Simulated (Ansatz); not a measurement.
# Sc$_{2}$AlN$_{3}$: what the fields show

Input file:

```
crystal:
  lattice:
    - [-2.1104798874, 2.1104798874, 4.2343740415]
    - [2.1104798874, -2.1104798874, 4.2343740415]
    - [2.1104798874, 2.1104798874, -4.2343740415]
  atoms:
    - { symbol: Sc, position: [0.75, 0.25, 0.5] }
    - { symbol: Sc, position: [0.25, 0.75, 0.5] }
    - { symbol: Al, position: [0.5, 0.5, 0.0] }
    - { symbol: "N", position: [0.5, 0.0, 0.5] }
    - { symbol: "N", position: [0.0, 0.5, 0.5] }
    - { symbol: "N", position: [0.0, 0.0, 0.0] }
basis:
  ecutwfc: 420
kpoints:
  mp_grid: { grid: [12, 12, 12] }
  band_path:
    path:
      - [[0.0, 0.0, 0.0], [0.0, 0.0, 0.5], [0.25, 0.25, 0.25], [0.0, 0.5, 0.0], [0.0, 0.0, 0.0], [0.5, 0.5, -0.5], [0.31210463, 0.68789537, -0.31210463]]
      - [[-0.31210463, 0.31210463, 0.31210463], [0.0, 0.0, 0.0]]
      - [[0.0, 0.0, 0.5], [-0.12420927, 0.12420927, 0.5]]
      - [[0.5, 0.5, -0.12420927], [0.5, 0.5, -0.5]]
    npoints: 14
hamiltonian:
  xc: pbe
scf:
  occupations: { method: gaussian, width: 0.1 }
  n_extra_bands: 15
output:
  forces: true
  stress: true
  eigenvalues: true
  populations: true
  dos: { projected: true, de: 0.02, nscf_kmesh: { grid: [15, 15, 15] } }
  bader: true
  write_density: true
  write_potential: true
  elf: true
  volumetric_format: npy
```

Launched as:

```sh
ansatz run input.yaml --threads 1 --pin off --max-ram 2560MiB --backend cpu --events-out ev --progress --plain --runs-dir out
```

Below, planes, directions and counts refer to the conventional cell (a = 4.22 Å, b = 4.22 Å, c = 8.47 Å, α = 90.00°, β = 90.00°, γ = 90.00°).

Space group I4/mmm; a structure generated by program, which may or may not match a known phase.

Level of theory: DFT PBE, scalar-relativistic, plane waves, PAW (Ansatz 0.2.0).

In a PAW calculation such maps are meaningful between the atoms, not at the nuclei.

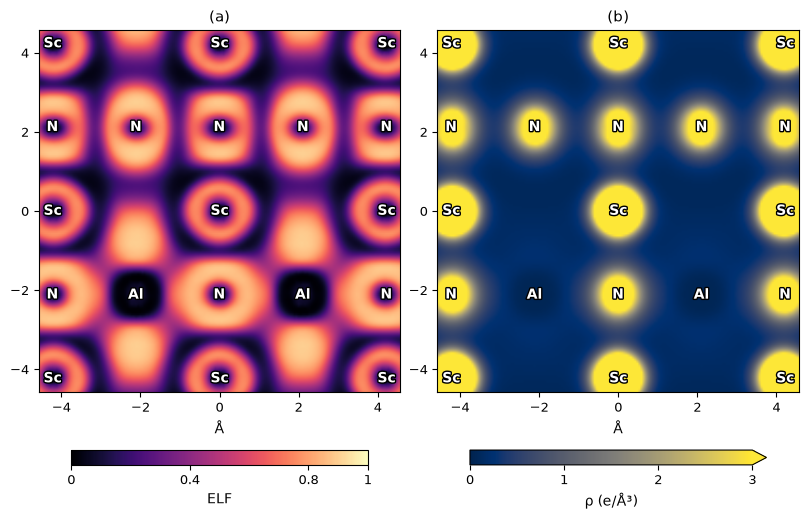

Figure 1. (a) ELF; (b) valence electron density on the (010) plane of the conventional cell.

Q: What do the fields say about this system?

A:
- The plane passes through Sc, Al and N nuclei.
- Al–N (2.11 Å): ρ is about 0.44 e/Å³ halfway; the ELF peaks at about 0.85 in the valence shell of N, 0.7 Å from its nucleus, and is about 0.75 at the midpoint.
- Sc–N (2.12 Å): ρ at the midpoint is about 0.56 e/Å³; the ELF peaks at about 0.90 in the valence shell of N, 0.6 Å from its nucleus, and is about 0.20 at the midpoint; no localised pair shows between them.
- Between the atoms the lowest density in this plane is 0.1 e/Å³.
- The features right at Sc lie inside the PAW spheres, where the map follows smoothed inner orbitals and isn't to be read closely.

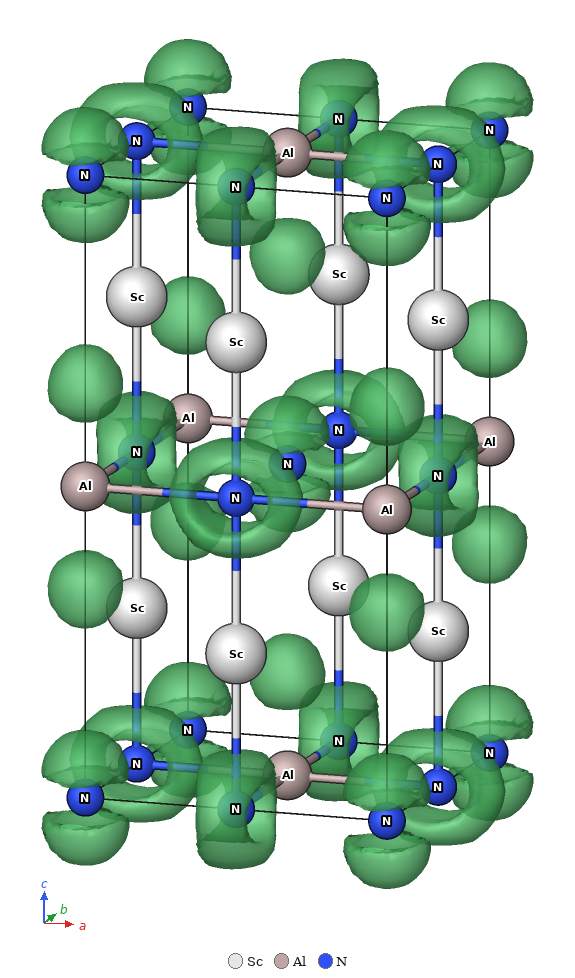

Figure 2. Isosurface of the electron localisation function at 0.8 (green), seen slightly off an axis. Core shells and regions of very low density are left out. Sticks mark near contacts.

Q: Describe the localisation domains.

A: At this value the surface marks out eight regions wrapped around N (the valence shell of each) and four pockets between the atoms, centred on no nucleus (multi-centre or interstitial), counted in one cell of 12 atoms. Any copies at cell faces, edges or corners count once.

Q: Does the calculation make it a metal, or give it a gap?

A: It is gapless in this calculation (a metal or semimetal).

Q: How much charge does the calculation move between the atoms?

A: Electrons move from Sc and Al towards N. Bader charges: Sc +1.32, Al +1.02 and N −1.54 to −0.57 e.
